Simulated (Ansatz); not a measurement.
## Run report: SiO$_{2}$, band-structure calculation

- system: SiO$_{2}$ (I4/mmm, 3 atoms in the cell)
- method: DFT, r2SCAN, plane waves, PAW, no spin polarisation (Ansatz 0.2.0)

The structure was built on a prototype by a generator. The geometry comes from this level: r2SCAN (a point of a series of strains). It belongs to a series of runs on one base structure; here: uniaxial_x strain +3.7%. Figures and captions count atoms from 1; the log counts them from 0 in places.

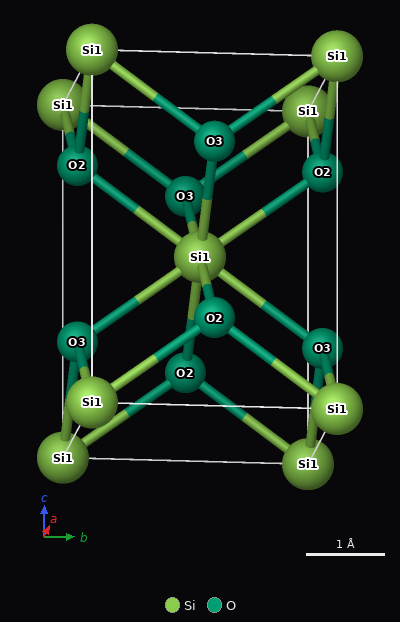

*The input geometry (ball-and-stick view of the cell 2 times as large as that of the calculation, set on its symmetry axes, seen at an oblique angle; atoms are numbered from 1 in the order of the input).*

Near neighbours in the crystal (not all of them lie inside the picture): Si has 8 O at 1.99 Å; O has 4 Si at 1.99 Å.

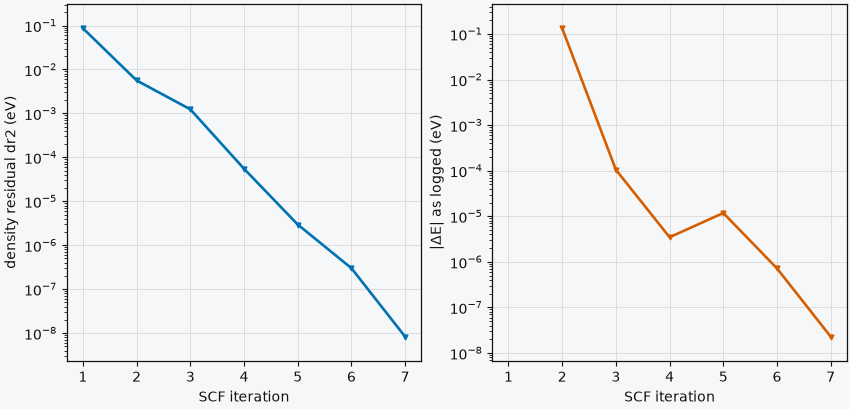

*Convergence of the self-consistent field: density residual dr2 and size of the energy change against the SCF iteration.*

The residual falls at every step.

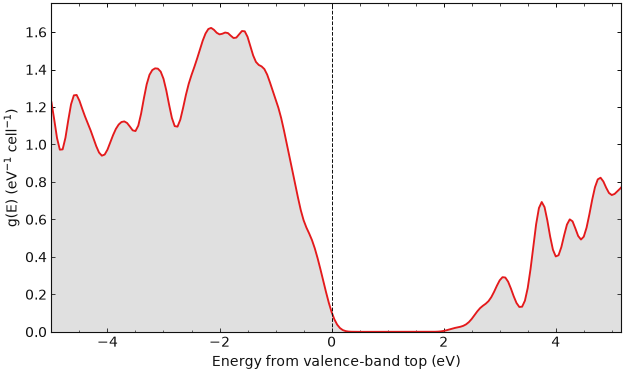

*Density of states (the curve is built from the levels of the k mesh with Gaussians 0.3 eV wide, which also blur the band edges), with energies from the valence-band top.*

There is a gap of 2.16 eV on the k-point mesh. Small ripples come from the finite k-point mesh.

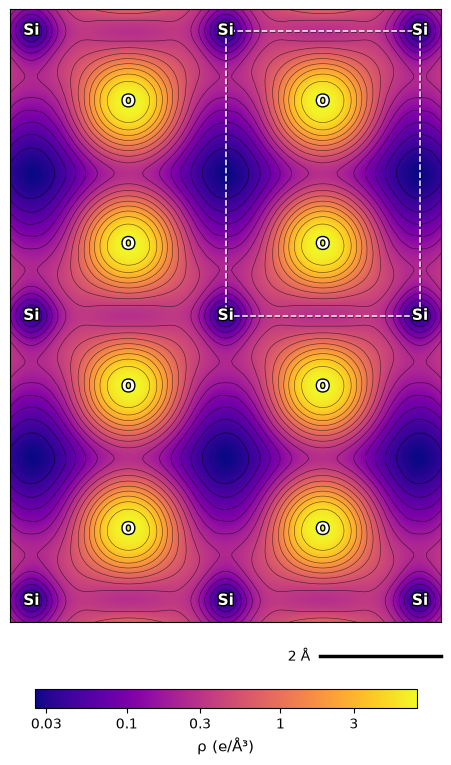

*Valence pseudo-density on the (010) plane of the conventional cell.*

Atoms in the plane: Si and O. Si–O (1.99 Å): ρ is about 0.62 e/Å³ halfway. Away from the nuclei the density in this plane falls to 0.03 e/Å³ at its lowest. In a PAW calculation such maps are meaningful between the atoms, not at the nuclei.

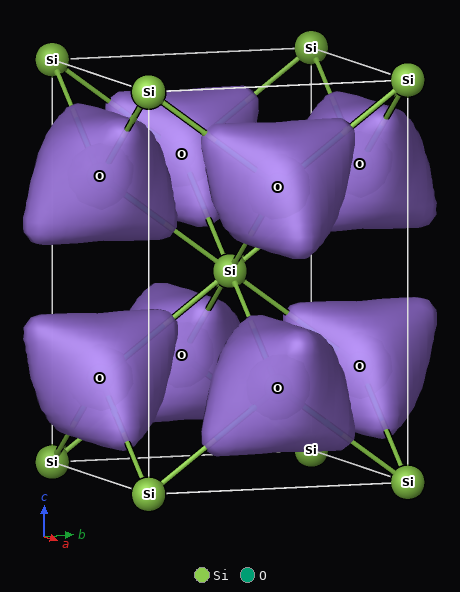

*Isosurface of the electron localisation function at 0.7 (purple), seen slightly off an axis. Only the valence region is drawn (cores and ρ < 0.01 e/Å³ removed). Sticks mark near contacts. The outline is the cell set on symmetry axes.*

Along the contacts the grid gives the following. Si–O (1.99 Å): the ELF peaks at about 0.85 between the atoms, which marks a polar covalent bond.

The input and output of the run follow.

Input file:
```yaml
crystal:
  lattice:
    - [0.0, 2.2641691115, 2.2641691115]
    - [2.3483962024, 0.0, 2.2641691115]
    - [2.3483962024, 2.2641691115, 0.0]
  atoms:
    - { symbol: Si, position: [0.0, 0.0, 0.0] }
    - { symbol: O, position: [0.25, 0.25, 0.25] }
    - { symbol: O, position: [0.75, 0.75, 0.75] }
kpoints:
  mp_grid: { grid: [10, 10, 10] }
  band_path:
    path:
      - [0.0, 0.0, 0.0]
      - [0.5, 0.0, 0.5]
      - [0.625, 0.25, 0.625]
      - [0.375, 0.375, 0.75]
      - [0.5, 0.5, 0.5]
      - [0.5, 0.25, 0.75]
    npoints: 1
hamiltonian:
  xc: r2scan
scf:
  occupations: { method: fixed }
  n_extra_bands: 4
output:
  forces: true
  stress: true
  eigenvalues: true
  write_density: true
  write_potential: true
  elf: true
  volumetric_format: npy
```

Command:
```bash
ansatz run input.yaml --threads 4 --pin off --max-ram 3686MiB --backend cpu --events-out ev --progress --plain --runs-dir out
```

What the program printed:
```
scf.n_extra_bands = 4 over 8 filled bands (N_el = 16.0): the run solves 12 bands
Engine: ansatz 0.2.0, aarch64-unknown-linux-gnu
Pseudopotentials: kind: paw
Pseudopotential: Si, paw, valence charge 4, recommended cutoff 500 eV (meta_gga), Si.paw.azcp
Pseudopotential: O, paw, valence charge 6, recommended cutoff 500 eV (meta_gga), O.paw.azcp
Functional definition: r2SCAN
  parameter k0 = 0.174
  parameter k1 = 0.065
  parameter a1 = 4.9479
  exchange = r2scan_x(k0 = k0, k1 = k1, a1 = a1)
  correlation = r2scan_c
Crystal: 3 atoms, lattice volume = 24.078 Å³
Basis set: ecut = 500 eV, 617 PW (Γ), exchange–correlation on 96×96×96 points (64 copies of the dense FFT grid, shifted against one another)
Bands: 12, of which v1, the nominal top of the filled ones, is band 8 counted from 1 (7 counted from 0)
Symmetry: 16 space group operations
Space group: I4/mmm (ITA 139), of the structure as read, at distance tolerance 2.9e-5 Å
k-points: 102 of 1000
Non-local potential: Si, projectors of the file, l = 0: 2, l = 1: 2, l = 2: 2
Non-local potential: O, projectors of the file, l = 0: 2, l = 1: 2, l = 2: 1
PAW form: soft (Blöchl's): semilocal exchange-correlation on the pseudo side does not see the compensation charge
PAW frozen core: Si, regenerated for the run's functional (the file was generated under x = pbe(κ = 0.804, μ = 0.2195149727645171), c = pbe(β = 0.06672455060314922))
PAW frozen core: O, regenerated for the run's functional (the file was generated under x = pbe(κ = 0.804, μ = 0.2195149727645171), c = pbe(β = 0.06672455060314922))
PAW one-centre angular grid: Si, 302 points (default); XC on 160 Gauss nodes
PAW one-centre angular grid: O, 302 points (default); XC on 160 Gauss nodes
Initial density: superposition of atomic densities (neutral atoms: chi_scale 0, normalization atom), corrected by the library's trained network
Initial wavefunctions: pseudopotential atomic-orbital guess
Functional: x = r2scan, c = r2scan; τ floored in thin density (d = 2e-4 eV/Å³)
SCF iter   1: F=—  HF=-1775.802386 eV  |F-HF|=—  |Δ(HF+E_count)|=         —  Δρ=1.79e-2  dr2=8.68e-2  dr2_τ=2.00e-1  ethr=1.77e-3  ⟨swp⟩=5.2  Hψ=6795  notcnv=0  defer=165
preconditioner: auto → none  [insulator: Δε(μ)=2.260 eV  Ē_g=17.707 eV  n_scr=8 (ndim 8)  ℏωp=30.3 eV  f_vac=0.006  ε∞_Penn≈3.9]
SCF iter   2: F=—  HF=-1775.936220 eV  |F-HF|=—  |Δ(HF+E_count)|=   1.34e-1  Δρ=8.18e-3  dr2=5.63e-3  dr2_τ=2.42e-3  ethr=5.42e-4  ⟨swp⟩=2.1  Hψ=3016  notcnv=0  defer=198
SCF iter   3: F=—  HF=-1775.936325 eV  |F-HF|=—  |Δ(HF+E_count)|=   1.05e-4  Δρ=3.02e-3  dr2=1.24e-3  dr2_τ=9.85e-5  ethr=3.52e-5  ⟨swp⟩=2.3  Hψ=2057  notcnv=0  defer=203
SCF iter   4: F=—  HF=-1775.936321 eV  |F-HF|=—  |Δ(HF+E_count)|=   3.47e-6  Δρ=5.39e-4  dr2=5.51e-5  dr2_τ=4.10e-6  ethr=7.75e-6  ⟨swp⟩=2.2  Hψ=2067  notcnv=0  defer=203
SCF iter   5: F=—  HF=-1775.936310 eV  |F-HF|=—  |Δ(HF+E_count)|=   1.18e-5  Δρ=1.25e-4  dr2=2.96e-6  dr2_τ=1.91e-7  ethr=3.44e-7  ⟨swp⟩=2.0  Hψ=1844  notcnv=0  defer=21
SCF iter   6: F=—  HF=-1775.936310 eV  |F-HF|=—  |Δ(HF+E_count)|=   7.18e-7  Δρ=3.84e-5  dr2=3.00e-7  dr2_τ=8.93e-9  ethr=1.85e-8  ⟨swp⟩=2.7  Hψ=2077  notcnv=0  defer=20
SCF iter   7: F=-1775.936310 eV  HF=-1775.936310 eV  |F-HF|=3.20e-9  |Δ(HF+E_count)|=   2.28e-8  Δρ=6.19e-6  dr2=8.29e-9  dr2_τ=2.12e-10  ethr=6.25e-10  ⟨swp⟩=10.2  Hψ=9140  notcnv=0
SCF 1 converged in 7 iterations: F = -1775.936310 eV  dr2 = 8.29e-9
  greatest PAW one-centre occupation: 0.879 electrons in one spin orbital (limit 2), on the O atom at site 2 (counted from 0), in its partial waves of l = 0
NSCF: frozen V_eff on 6 k-points
SCF converged after 7 iterations
Free energy (F): -1775.936310 eV
Harris-Foulkes:  -1775.936310 eV  (|F-HF|=3.20e-9)
Internal energy: -1775.936310 eV  (E = F + TS)
E sigma→0 (E₀):  -1775.936310 eV
Fermi energy:    11.276388 eV
--- Per-component energies (eV) ---
  E_band       = 36.633095
  E_kinetic    = 404.462317
  E_local      = -597.277307  (includes V_loc(G=0)·N_el)
  E_nonlocal   = 113.906462
  E_hartree    = 220.681746
  E_xc         = -200.201923
  E_vxc        = -264.903112  (∫ρ·V_xc dr)
  E_paw        = -839.588594  (= ΣΔE_a)
  E_vpaw       = -76.913110  (= ΣTr[D̂ρ^β])
  E_aug_tail   = 0.002076  (compensation charges beyond the density's cutoff)
  E_vtau       = 15.994663  (kinetic-family band-sum trace: ∫τ·v_τ [+ j·A + Jᵃ·Aᵃ] dr)
  E_ewald      = -877.780774
  E_core_change = -0.140315  (= ΣΔE_core)
  E_smearing   = -0.000000  (= −TS)
  E_closure    = 0.000000  (closes the sum)
  Σ components = -1775.936310   (vs F -1775.936310, Δ=0.00e0)
--- Forces (eV/Å), atoms counted from 1 ---
  atom   1  Si     0.00000000     0.00000000    -0.00000000
  atom   2  O     -0.00000000     0.00000000     0.00000000
  atom   3  O     -0.00000000     0.00000000    -0.00000000
  max |Σ_I F_I| component: 2.78e-17 eV/Å
--- Stress (GPa, compression-positive) ---
      -35.330618       0.000000       0.000000
        0.000000       2.869450      -0.000000
        0.000000       0.000000       2.869450
  P = ⅓ Tr σ = -9.8639 GPa (-98.639 kbar)
--- Band table (eV; the first three rows and the last of 102) ---
  k-point 0: bands = ["-12.5223", "-6.0031", "5.2659", "5.2659", "5.4749", "8.2516", "9.1240", "9.1240", "13.4374", "17.6337", "17.6337", "17.9379"]
  k-point 1: bands = ["-12.3823", "-6.1774", "5.1905", "5.2896", "5.4334", "7.9392", "8.7334", "8.9380", "14.1492", "17.7326", "17.8912", "18.1728"]
  k-point 2: bands = ["-11.9708", "-6.6818", "4.8901", "5.3751", "5.4150", "7.1850", "8.1087", "8.4431", "15.4922", "18.1950", "18.6416", "18.9453"]
  k-point 101: bands = ["-9.2431", "-8.6817", "0.3413", "2.0600", "5.0473", "6.9990", "10.6134", "11.0583", "15.6706", "19.8874", "21.6595", "23.0842"]
```

File bands.tsv:
```
# k_distance	band_0	band_1	band_2	band_3	band_4	band_5	band_6	band_7	band_8	band_9	band_10	band_11
# fermi_ev = 11.276388
# lock_threshold_ev = 1e-6
# [0, 0, 0] at k_distance = 0.000000
# [0.5, 0, 0.5] at k_distance = 1.387526
# [0.625, 0.25, 0.625] at k_distance = 1.869373
# [0.375, 0.375, 0.75] at k_distance = 2.698864
# [0.5, 0.5, 0.5] at k_distance = 3.543543
# [0.5, 0.25, 0.75] at k_distance = 4.524672
# levels_relative_to = fermi_ev
# free_energy_ev = -1775.936310
# largest_residual_norms_ev = 2.431e-4 5.700e-4 9.594e-4 8.266e-4 1.026e-3 1.348e-3 1.139e-3 1.004e-3 1.186e-3 1.452e-3 1.906e-3 1.827e-3
0.000000	-23.798674	-17.279465	-6.010492	-6.010492	-5.801498	-3.024829	-2.152382	-2.152382	2.161027	6.357348	6.357348	6.661504
1.387526	-21.059541	-19.195041	-11.379602	-8.404864	-8.258539	-1.603079	-0.855146	0.000000	2.245713	8.320268	11.613815	13.301113
1.869373	-20.591137	-19.994709	-10.867302	-8.032522	-7.709775	-2.737505	-1.943060	-0.273606	4.212243	9.972018	10.183514	12.076945
2.698864	-20.591137	-19.994709	-10.867302	-8.032522	-7.709775	-2.737505	-1.943060	-0.273606	4.212243	9.972018	10.183514	12.076945
3.543543	-20.822980	-20.644937	-7.366406	-5.614980	-5.205811	-5.180554	-4.673683	-4.504731	6.255168	9.964025	10.444405	10.858462
4.524672	-20.249881	-20.249881	-10.865351	-9.321713	-5.281559	-5.281559	-0.630227	-0.253532	4.781064	8.153159	11.118346	11.118346
```

File rho_z.tsv:
```
# z_ang	rho[e/angstrom^3]
# format = ansatz-planar-average/11
# lattice	0.000000000	2.264169112	2.264169112
# lattice	2.348396202	0.000000000	2.264169112
# lattice	2.348396202	2.264169112	0.000000000
# sites	3
# site	14	0.000000000	0.000000000	0.000000000
# site	8	1.174198101	1.132084556	1.132084556
# site	8	3.522594304	3.396253667	3.396253667
0.000000	4.820930e-1
0.135922	5.099505e-1
0.271843	5.890032e-1
0.407765	7.004185e-1
0.543687	8.096689e-1
0.679608	8.808373e-1
0.815530	8.927898e-1
0.951452	8.438227e-1
1.087373	7.466660e-1
1.223295	6.241667e-1
1.359217	5.078078e-1
1.495138	4.278585e-1
1.631060	4.001444e-1
1.766982	4.278585e-1
1.902903	5.078078e-1
2.038825	6.241667e-1
2.174747	7.466660e-1
2.310668	8.438227e-1
2.446590	8.927898e-1
2.582512	8.808373e-1
2.718433	8.096689e-1
2.854355	7.004185e-1
2.990277	5.890032e-1
3.126198	5.099505e-1
```

File v_z.tsv:
```
# z_ang	v_es[eV]	v_tot[eV]
# format = ansatz-planar-average/11
# xc	r2scan
# density_cutoff_ev	2000
# datasets	Si=:simpson_from_first_knot:soft:shift=0	O=:simpson_from_first_knot:soft:shift=0
# lattice	0.000000000	2.264169112	2.264169112
# lattice	2.348396202	0.000000000	2.264169112
# lattice	2.348396202	2.264169112	0.000000000
# sites	3
# site	14	0.000000000	0.000000000	0.000000000
# site	8	1.174198101	1.132084556	1.132084556
# site	8	3.522594304	3.396253667	3.396253667
0.000000	-1.969797e0	-1.590640e1
0.135922	-2.275176e0	-1.621360e1
0.271843	-2.574412e0	-1.643217e1
0.407765	-2.304285e0	-1.597971e1
0.543687	-1.511512e0	-1.503674e1
0.679608	-1.895426e-1	-1.355207e1
0.815530	1.582895e0	-1.150120e1
0.951452	3.594389e0	-9.174543e0
1.087373	5.622326e0	-6.766780e0
1.223295	7.589310e0	-4.280767e0
1.359217	9.424183e0	-1.924011e0
1.495138	1.104073e1	8.476217e-2
1.631060	1.179519e1	9.978596e-1
1.766982	1.104073e1	8.476217e-2
1.902903	9.424183e0	-1.924011e0
2.038825	7.589310e0	-4.280767e0
2.174747	5.622326e0	-6.766780e0
2.310668	3.594389e0	-9.174543e0
2.446590	1.582895e0	-1.150120e1
2.582512	-1.895426e-1	-1.355207e1
2.718433	-1.511512e0	-1.503674e1
2.854355	-2.304285e0	-1.597971e1
2.990277	-2.574412e0	-1.643217e1
3.126198	-2.275176e0	-1.621360e1
```

Key numbers:

```tsv
quantity	value
outcome	converged
space group (tolerance 0.01 Å)	I4/mmm (139)
electrons treated	16
free energy	−1775.9363 eV
Fermi energy	11.276 eV
gap on the k-point mesh	2.16 eV
pressure	−9.86 GPa
largest force (length of the vector)	under 0.001 eV/Å
hardware	4 threads of an Arm (aarch64) CPU, shared host
wall time	2.7 s (CPU time 8.9 s)
peak memory	0.4 GiB
```
